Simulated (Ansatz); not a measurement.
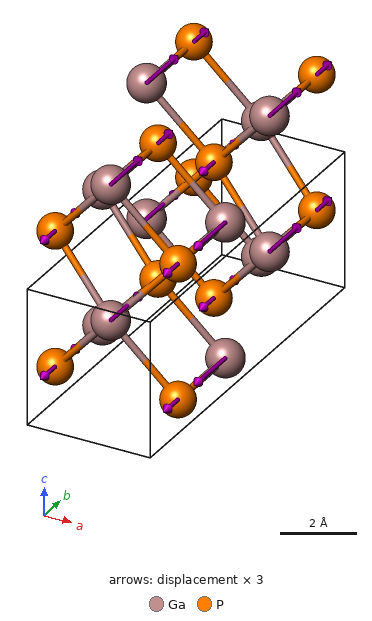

This is a relaxation of crystalline GaP (built on the TlCl-63 type type). The starting structure is drawn; purple arrows show the displacements (the part carried along by the change of the cell is left out), magnified 3 times.

A ball-and-stick model of the conventional cell (2 times the calculation's cell), repeated 1 × 1 × 2 with one cell outlined, seen from a free direction. Lengths and directions refer to the drawn axes.

All numbers below come from Ansatz 0.2.0, DFT, PBEsol, plane waves, PAW.

Input file:
```yaml
crystal:
  lattice:
    - [1.85753056, -5.31510213, 0.0]
    - [1.85753056, 5.31510213, 0.0]
    - [0.0, 0.0, 4.10270555]
  atoms:
    - { symbol: Ga, position: [0.38685498, 0.61314502, 0.75] }
    - { symbol: Ga, position: [0.61314502, 0.38685498, 0.25] }
    - { symbol: P, position: [0.85650439, 0.14349561, 0.25] }
    - { symbol: P, position: [0.14349561, 0.85650439, 0.75] }
kpoints:
  mp_grid: { grid: [6, 6, 6] }
hamiltonian:
  xc: pbesol
scf:
  occupations: { method: fermi_dirac, width: 0.03 }
relax:
  f_tol: 0.01
  cell: {}
  max_steps: 120
output:
  write_density: true
  write_potential: true
  elf: true
  volumetric_format: npy
```

Launched with:
```bash
ansatz run input.yaml --threads 2 --pin off --max-ram 29491MiB --backend cpu --events-out ev --progress --plain --runs-dir out
```

What happened in the run?

Answer. The energy falls by 335 meV per atom in 10 accepted moves (12 points after the start). Largest force component: 0.6 eV/Å at the start, 0.0044 eV/Å at the end. The pressure goes from −11.71 to 0.02 GPa. The SCF was repeated twice at an unchanged geometry on a basis and grid sized afresh for the cell, which shifted the energy by 0.1 meV per atom at most. The largest moves relative to the cell, 0.58 Å, are those of Ga1 and Ga2. Ga1 goes along +b. Largest moves by element: Ga 0.58 Å, P 0.27 Å. Cell: a 3.715 → 3.482 Å (−6.3 %), b 10.630 → 11.595 Å (+9.1 %), c 4.103 → 3.458 Å (−15.7 %). Volume −13.8 %. Near-neighbour distances that change, for instance: Ga1–P3 2.786 → 2.504 Å, Ga1–P4 2.587 → 2.518 Å. Among the angles between lasting bonds that change: Ga1–P4–Ga2 96.6° → 78.5°, P3–Ga2–P4 83.4° → 101.5°, P4–Ga2–P4 166.7° → 157.0°. The space group stays Cmcm (No. 63).
